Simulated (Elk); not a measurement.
# Optical response of GaAs

Aim: the dielectric function of GaAs, and the optical constants that follow from it.

Main program and level: Elk 11.2.3 (patched build); DFT, PBE, all-electron APW+lo, Dirac cores, scalar-relativistic bands, independent-particle optical response without local fields.

### Step 1. The starting structure

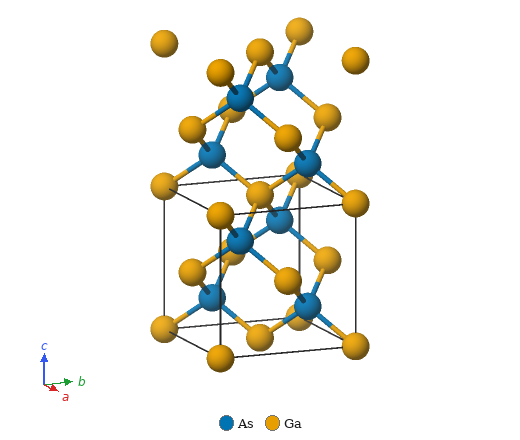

The starting structure, seen slightly off an axis (arsenic blue, gallium orange). 1×1×2 cells are drawn. This picture shows the conventional cell, with its axes. Bonds to atoms that aren't drawn are left out. Some periodic images of atoms are drawn too.

Structure file:

```cif
data_structure
_symmetry_space_group_name_H-M 'P 1'
_symmetry_Int_Tables_number 1
_cell_length_a 3.9978
_cell_length_b 3.9978
_cell_length_c 3.9978
_cell_angle_alpha 60.000
_cell_angle_beta 60.000
_cell_angle_gamma 60.000
_cell_volume 45.18
loop_
_atom_site_label
_atom_site_type_symbol
_atom_site_fract_x
_atom_site_fract_y
_atom_site_fract_z
_atom_site_occupancy
As1 As 0.75000 0.75000 0.75000 1
Ga2 Ga 0.00000 0.00000 0.00000 1
```

### Step 2. Ground state

The self-consistent density comes first; it also tells whether there is a gap, which decides the occupations and the need for a Drude term.

This step: DFT, PBE, all-electron APW+lo, Dirac cores, scalar-relativistic bands, ground state (Elk 11.2.3 (patched build)).

elk.in reads:

```
tasks
  0
  120

xctype
  20

nempty
  10

lorbcnd
  .true.

rgkmax
  7.0

swidth
  0.0018375

maxscl
  100

epsengy
  1e-05

sppath
  './'

avec
  0.000000000000 5.341972295398 5.341972295398
  5.341972295398 0.000000000000 5.341972295398
  5.341972295398 5.341972295398 0.000000000000

atoms
  2
  'As.in'
  1
  0.750000000000 0.750000000000 0.750000000000   0.000 0.000 0.000
  'Ga.in'
  1
  0.000000000000 0.000000000000 0.000000000000   0.000 0.000 0.000

ngridk
  9 9 9
```

Command:

```bash
> OMP_NUM_THREADS=4 elk
```

Numbers of over 12 decimals in the logs are rounded to 6 here.

What it wrote:

```text
┌─────────────────────────┐
│ Elk code version 11.2.3 │
└─────────────────────────┘

All units are atomic (Hartree, Bohr, etc.)

┌─────────────────────────────────────────────────┐
│ Ground-state run starting from atomic densities │
└─────────────────────────────────────────────────┘

Lattice vectors :
   0.000000000       5.341972295       5.341972295
   5.341972295       0.000000000       5.341972295
   5.341972295       5.341972295       0.000000000

Reciprocal lattice vectors :
 -0.5880960214      0.5880960214      0.5880960214
  0.5880960214     -0.5880960214      0.5880960214
  0.5880960214      0.5880960214     -0.5880960214

Unit cell volume      :    304.8841798
Brillouin zone volume :   0.8135883391

Muffin-tin inner radius fraction :   0.1000000000E-01

Nuclei treated as point charges

Species : 1 (As)
 parameters loaded from : As.in
 name : arsenic
 nuclear charge    :   -33.00000000
 electronic charge :    33.00000000
 atomic mass :    136573.7220
 muffin-tin radius :    2.288141857
 number of radial points in muffin-tin :    993
 inner part over the whole radius :   0.9844053869E-02
 number on inner part of muffin-tin    :    701
 approximate nuclear radius :   0.7712558785E-04
 number of mesh points to nuclear radius :    342
 atomic positions (lattice), magnetic fields (Cartesian) :
  1 :   0.00000000  0.00000000  0.00000000    0.00000000  0.00000000  0.00000000

Species : 2 (Ga)
 parameters loaded from : Ga.in
 name : gallium
 nuclear charge    :   -31.00000000
 electronic charge :    31.00000000
 atomic mass :    127097.2539
 muffin-tin radius :    2.288141857
 number of radial points in muffin-tin :    993
 inner part over the whole radius :   0.9935058634E-02
 number on inner part of muffin-tin    :    701
 approximate nuclear radius :   0.7562051033E-04
 number of mesh points to nuclear radius :    340
 atomic positions (lattice), magnetic fields (Cartesian) :
  1 :   0.25000000  0.25000000  0.25000000    0.00000000  0.00000000  0.00000000

Total number of atoms per unit cell :    2
Total muffin-tin volume :    100.3615690
 ratio of muffin-tin to unit cell volume :   0.3291793266

Spin treatment :
 spin-unpolarised

Number of Bravais lattice symmetries :   48
Number of crystal symmetries         :   24
Crystal has no inversion symmetry
Complex Hermitian eigensolver will be used

k-point grid :      9     9     9
k-point offset :    0.000000000       0.000000000       0.000000000
k-point set is reduced with full crystal symmetry group
Total number of k-points :       55

Muffin-tin radius times maximum |G+k| :    7.000000000
 using average radius
Maximum |G+k| for APW functions       :    3.059250884
Maximum (1/2)|G+k|²                   :    4.679507987
Maximum |G| for potential and density :    12.00000000
Constant for pseudocharge density :    7
 order of it for each species :   14  14
 order of it for pair densities of each species (exact exchange by exxq0 0: 14) :   10  10
Radial integration step length :    1

G-vector grid sizes :     30    30    30
Number of G-vectors :     8873

Maximum angular momentum used for
 APW functions            :    8
 outer part of muffin-tin :    6
 inner part of muffin-tin :    2

Total nuclear charge    :   -64.00000000
Total core charge       :    36.00000000
Total valence charge    :    28.00000000
Total excess charge     :    0.000000000
Total electronic charge :    64.00000000

Effective Wigner radius, rₛ :    1.043811560

Number of empty states         :     20
Total number of valence states :     35
Total number of core states    :     36

Conduction state local-orbitals added automatically
Third-order local-orbitals added for an l without core states : F
Total number of local-orbitals :    127

Exchange-correlation functional :     20     0     0
 Perdew-Burke-Ernzerhof, Phys. Rev. Lett. 77, 3865 (1996)
 gradient requirement :    1
 generalised gradient approximation (GGA)

Smearing type :    3
 Fermi-Dirac
Smearing width :   0.1837500000E-02
Effective electronic temperature (K) :    580.2366081

Mixing type :    3
 Broyden mixing, J. Phys. A: Math. Gen. 17, L317 (1984)

Kohn-Sham potential initialised from atomic data

┌──────────────────────────────┐
│ Self-consistent loop started │
└──────────────────────────────┘

┌─────────────────┐
│ Loop number : 1 │
└─────────────────┘

Energies :
 Fermi                       :     0.88490420497987E-01
 sum of occupied eigenvalues :     -2428.2946472533
 electron kinetic            :      4294.3023738232
 core electron kinetic       :      3978.7344102964
 Coulomb                     :     -8340.3282101222
 Coulomb potential           :     -6510.0401513762
 nuclear-nuclear             :     -516.65038874014
 electron-nuclear            :     -9148.0638751188
 Hartree                     :      1324.3860537367
 Madelung                    :     -5085.3081344340
 xc potential                :     -212.55686970031
 exchange                    :     -156.44651902830
 correlation                 :     -3.123366
 electron entropic           :    -0.40322395330880E-07
 total energy                :     -4205.5957209738

Density of states at Fermi energy :   0.1219799603E-02
 (states/Hartree/unit cell)

Estimated indirect band gap :   0.3104103743E-01
 from k-point 1 to k-point 1
Estimated direct band gap   :   0.3104103743E-01
 at k-point 1

Charges :
 core                        :    36.00000000
 valence                     :    28.00000000
 interstitial                :    3.219621696
 muffin-tins (core leakage)
  species : 1 (As)
   atom 1                    :    31.38145403     (  0.2847883576E-03)
  species : 2 (Ga)
   atom 1                    :    29.39892427     (  0.1405589039E-02)
 total in muffin-tins        :    60.78037830
 total calculated charge     :    63.99823760
 total charge                :    64.00000000
 error                       :   0.1762404312E-02

┌─────────────────┐
│ Loop number : 2 │
└─────────────────┘

Energies :
 Fermi                       :     0.89383633249256E-01
 sum of occupied eigenvalues :     -2428.2475060366
 electron kinetic            :      4294.1433384494
 core electron kinetic       :      3978.6261763656
 Coulomb                     :     -8340.3398562541
 Coulomb potential           :     -6510.0327322558
 nuclear-nuclear             :     -516.65038874014
 electron-nuclear            :     -9148.0938223464
 Hartree                     :      1324.4043548325
 Madelung                    :     -5085.3234901261
 xc potential                :     -212.35811223011
 exchange                    :     -156.44758394363
 correlation                 :     -3.123391
 electron entropic           :    -0.42062849141059E-07
 total energy                :     -4205.7674926728

Density of states at Fermi energy :   0.1278762712E-02
 (states/Hartree/unit cell)

Estimated indirect band gap :   0.3086615001E-01
 from k-point 1 to k-point 1
Estimated direct band gap   :   0.3086615001E-01
 at k-point 1

Charges :
 core                        :    36.00000000
 valence                     :    28.00000000
 interstitial                :    3.219871423
 muffin-tins (core leakage)
  species : 1 (As)
   atom 1                    :    31.37937921     (  0.2848380601E-03)
  species : 2 (Ga)
   atom 1                    :    29.40074936     (  0.1404497460E-02)
 total in muffin-tins        :    60.78012858
 total calculated charge     :    63.99823892
 total charge                :    64.00000000
 error                       :   0.1761076902E-02

RMS change in Kohn-Sham potential (target) :   0.1811172371     (  0.1000000000E-05)
Absolute change in total energy (target)   :   0.1717716990     (  0.1000000000E-04)

[... 13 loops left out ...]

┌──────────────────┐
│ Loop number : 16 │
└──────────────────┘

Energies :
 Fermi                       :     0.186441
 sum of occupied eigenvalues :     -2422.4000602579
 electron kinetic            :      4294.7142573934
 core electron kinetic       :      3978.3539112276
 Coulomb                     :     -8340.3522393421
 Coulomb potential           :     -6509.5116854696
 nuclear-nuclear             :     -516.65038874014
 electron-nuclear            :     -9148.5901574605
 Hartree                     :      1324.8883068585
 Madelung                    :     -5085.5963966072
 xc potential                :     -207.60263218163
 exchange                    :     -156.47378438685
 correlation                 :     -3.124391
 electron entropic           :    -0.69094233674352E-06
 total energy                :     -4205.2361578023

Density of states at Fermi energy :   0.3145861139E-01
 (states/Hartree/unit cell)

Estimated indirect band gap :   0.1899036321E-01
 from k-point 1 to k-point 1
Estimated direct band gap   :   0.1899036321E-01
 at k-point 1

Charges :
 core                        :    36.00000000
 valence                     :    28.00000000
 interstitial                :    3.232184701
 muffin-tins (core leakage)
  species : 1 (As)
   atom 1                    :    31.27821990     (  0.2836654150E-03)
  species : 2 (Ga)
   atom 1                    :    29.48959540     (  0.1356658317E-02)
 total in muffin-tins        :    60.76781530
 total calculated charge     :    63.99830414
 total charge                :    64.00000000
 error                       :   0.1695857989E-02

RMS change in Kohn-Sham potential (target) :   0.5766483970E-08 (  0.1000000000E-05)
Absolute change in total energy (target)   :   0.2849756129E-05 (  0.1000000000E-04)

Convergence targets achieved

┌──────────────────┐
│ Loop number : 17 │
└──────────────────┘

Energies :
 Fermi                       :     0.186441
 sum of occupied eigenvalues :     -2422.4000603485
 electron kinetic            :      4294.7142573063
 core electron kinetic       :      3978.3539111672
 Coulomb                     :     -8340.3522393051
 Coulomb potential           :     -6509.5116854076
 nuclear-nuclear             :     -516.65038874014
 electron-nuclear            :     -9148.5901574491
 Hartree                     :      1324.8883068841
 Madelung                    :     -5085.5963966013
 xc potential                :     -207.60263224718
 exchange                    :     -156.47378438625
 correlation                 :     -3.124391
 electron entropic           :    -0.69094228425040E-06
 total energy                :     -4205.2361578518

Density of states at Fermi energy :   0.3145860853E-01
 (states/Hartree/unit cell)

Estimated indirect band gap :   0.1899036356E-01
 from k-point 1 to k-point 1
Estimated direct band gap   :   0.1899036356E-01
 at k-point 1

Charges :
 core                        :    36.00000000
 valence                     :    28.00000000
 interstitial                :    3.232184692
 muffin-tins (core leakage)
  species : 1 (As)
   atom 1                    :    31.27821991     (  0.2836654158E-03)
  species : 2 (Ga)
   atom 1                    :    29.48959540     (  0.1356658319E-02)
 total in muffin-tins        :    60.76781531
 total calculated charge     :    63.99830414
 total charge                :    64.00000000
 error                       :   0.1695857994E-02

┌──────────────────────────────┐
│ Self-consistent loop stopped │
└──────────────────────────────┘

Warning : core states of species 1 leak from the muffin-tin :   0.2836654158E-03

Warning : core states of species 2 leak from the muffin-tin :   0.1356658319E-02

Wrote STATE.OUT
```

Wall time 13 s (4 threads of Arm Neoverse V2, shared host); peak memory 0.1 GiB.

Numbers from this step:

```
total energy           : -4205 Ha
Fermi energy           : 5.073 eV
DOS at the Fermi level : 0.001156 states/eV/cell
gap on the k-mesh      : 0.5168 eV
direct gap on the mesh : 0.5168 eV
```

There is a gap, 0.52 eV on this mesh (points off the mesh can give less), so no carriers' term is needed.

### Step 3. Independent particles

With the density converged, the vertical transitions are summed over the zone.

This step: DFT, PBE, all-electron APW+lo, Dirac cores, scalar-relativistic bands, independent-particle optical response without local fields (Elk 11.2.3 (patched build)).

Changes to elk.in since step 2:

```diff
@@ -1,4 +1,6 @@
 tasks
-  0
-  120
+  121
+
+optcomp
+  1 1
 
@@ -17,9 +19,7 @@
 swidth
-  0.0018375
+  0.0055124
 
-maxscl
-  100
-
-epsengy
-  1e-05
+wplot
+  400 100 0
+  0.0 0.51449
```

Command:

```bash
> OMP_NUM_THREADS=4 elk
```

What it wrote:

```text
┌─────────────────────────────────┐
│ Elk code version 11.2.3 started │
└─────────────────────────────────┘

Info(readinput): the functional depends on the density's gradient
 muffin-tin radial points multiplied by    2.00000
 (not where nrmtscf is given)

┌────────────────────┐
│ Current task : 121 │
└────────────────────┘
Info(checkmt): changed muffin-tin radius of species 1 (As) from   2.4000 to   2.2881
Info(checkmt): changed muffin-tin radius of species 2 (Ga) from   2.4000 to   2.2881

Info(findsymcrys): atomic basis shift (lattice) :
  0.2500000000      0.2500000000      0.2500000000
See GEOMETRY.OUT for new atomic positions

Info(dielectric):
 dielectric tensor written to EPSILON_ij.OUT
 optical conductivity written to SIGMA_ij.OUT
 for components
  i = 1, j = 1

┌──────────────────┐
│ Elk code stopped │
└──────────────────┘
```

Wall time 0.8 s (4 threads); peak memory 0.03 GiB.

Read-outs, printed or worked out from the files:

```
electronic dielectric constant ε∞, mean over x, y and z (by symmetry where fewer were run) : 23.74
```

The Im ε, E ∥ x has structure finer than the step of the table below, so its rows give means over 1 eV, whole bins alone (the curve runs from 0 to 14.0 eV). Peaks (eV: height): 0.5: 17.3, 2.1: 20.8, 4.2: 30.2, 5.4: 16.4.

Sum at mesh points, not converged in k; values under the direct gap are tails of Lorentzian lines. Table of Im ε, E ∥ x by photon energy; means over each step:

```
photon energy (eV)  Im ε, E ∥ x
                 1         4.88
                 2         11.7
                 3         11.3
                 4         20.1
                 5         12.0
                 6         8.19
                 7         3.99
                 8         2.72
                 9         2.09
                10         1.16
                11         1.06
                12        0.571
                13        0.502
```

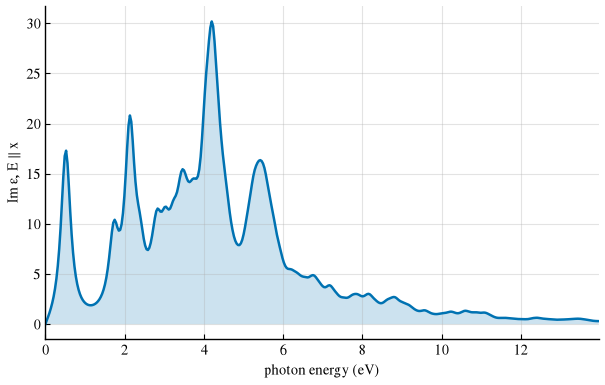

Im ε, E ∥ x, plotted against photon energy.

The reflectivity at normal incidence, E ∥ x has structure finer than the step of the table below, so its rows give means over 0.5 eV, whole bins alone (the curve runs from 0 to 14.0 eV). Peaks (eV: height): 4.41: 62.9, 5.98: 68.1, 7.38: 62.2, 8.36: 57.9, 9.38: 64.4, 11.38: 65.4, 13.86: 55.7.

Sum at mesh points, not converged in k. Table of reflectivity at normal incidence, E ∥ x by photon energy; means over each step:

```
photon energy (eV)  reflectivity at normal incidence, E ∥ x (%)
               0.5                                         42.8
               1.0                                         32.7
               1.5                                         40.3
               2.0                                         45.3
               2.5                                         37.0
               3.0                                         39.9
               3.5                                         42.9
               4.0                                         50.2
               4.5                                         61.5
               5.0                                         43.7
               5.5                                         57.1
               6.0                                         66.0
               6.5                                         59.5
               7.0                                         59.1
               7.5                                         58.6
               8.0                                         52.5
               8.5                                         53.1
               9.0                                         56.2
               9.5                                         62.7
              10.0                                         57.1
              10.5                                         50.2
              11.0                                         53.3
              11.5                                         62.9
              12.0                                         59.4
              12.5                                         51.6
              13.0                                         50.4
              13.5                                         46.7
```

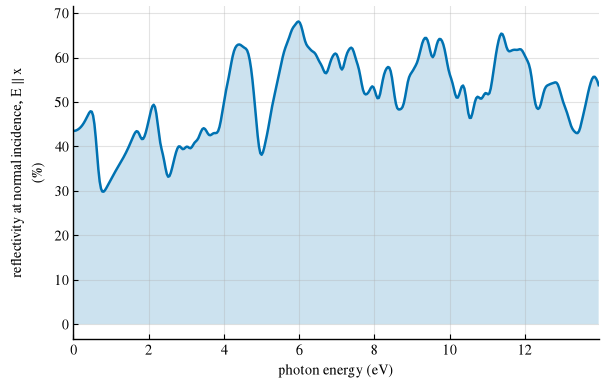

Reflectivity at normal incidence, E ∥ x, plotted against photon energy.

Sum at mesh points, not converged in k; values under the direct gap are tails of Lorentzian lines. Table of loss function −Im 1/ε at q → 0, E ∥ x by energy loss; read off at these points:

```
energy loss (eV)  loss function −Im 1/ε at q → 0, E ∥ x
             0.0                                      0
             1.0                                 0.0121
             2.0                                 0.0215
             3.0                                 0.0430
             4.0                                 0.0326
             5.0                                  0.111
             6.0                                 0.0618
             7.0                                  0.111
             8.0                                  0.180
             9.0                                  0.178
            10.0                                  0.291
            10.5                                  0.393
            11.0                                  0.343
            12.0                                  0.450
            13.0                                  0.858
            13.3                                   1.03
```

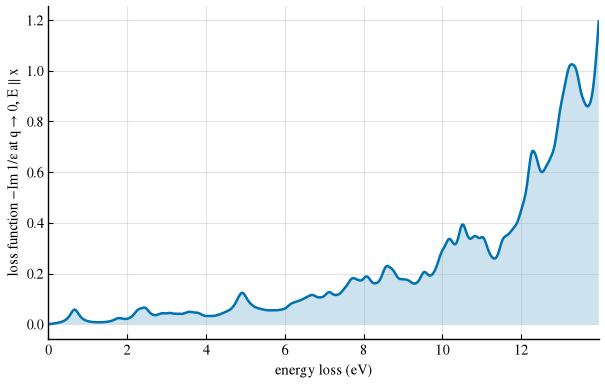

Loss function −Im 1/ε at q → 0, E ∥ x against energy loss.

At chosen wavelengths:

```
wavelength (nm)     n      k  R (%)     1/α
           1550  3.27  0.630   29.8  196 nm
           1064  3.89  0.243   35.1  348 nm
            633  4.66  1.183   44.2   43 nm
            532  3.25  1.896   40.0   22 nm
            405  3.71  1.569   39.8   21 nm
            365  3.94  1.856   43.4   16 nm
            248  2.22  1.998   38.2  9.9 nm
```

Below the direct gap, k and the depth come from the tails of the Lorentzian lines, not from transitions.

Rows near the edge hang on the gap, which this functional as a rule makes too small, and phonon-assisted absorption is left out.

### Step 4. Results

* electronic dielectric constant ε∞, mean over x, y and z (by symmetry where fewer were run) (independent particles): 23.7

At this level (PBE, independent particles) GaAs has ε∞ = 23.7 and n = 3.27 at 1550 nm. On the mesh the gap is 0.52 eV and the least direct gap 0.52 eV. Excitons and phonon-assisted transitions are missing, and so are local fields; PBE gaps are as a rule too small, which pulls the onset down and ε∞ up. The sum runs over mesh points 0.21 Å⁻¹ apart with no interpolation, so peaks are partly noise of the mesh; over so small a direct gap single mesh points weigh heavily, so ε∞, n and their changes from run to run can be far off.

[Machine, clock and banner lines and Python warnings are left out of the logs.]

[Logs are printed without paths, hosts, clocks, repeated set-up lines and the standing remarks that a program may print on its own settings, such as how far it seeks lower states.]

[Hosts, paths, dates, database ids (printed as entryN), source tags and the programs' standing remarks are cut or masked in the printed files.]
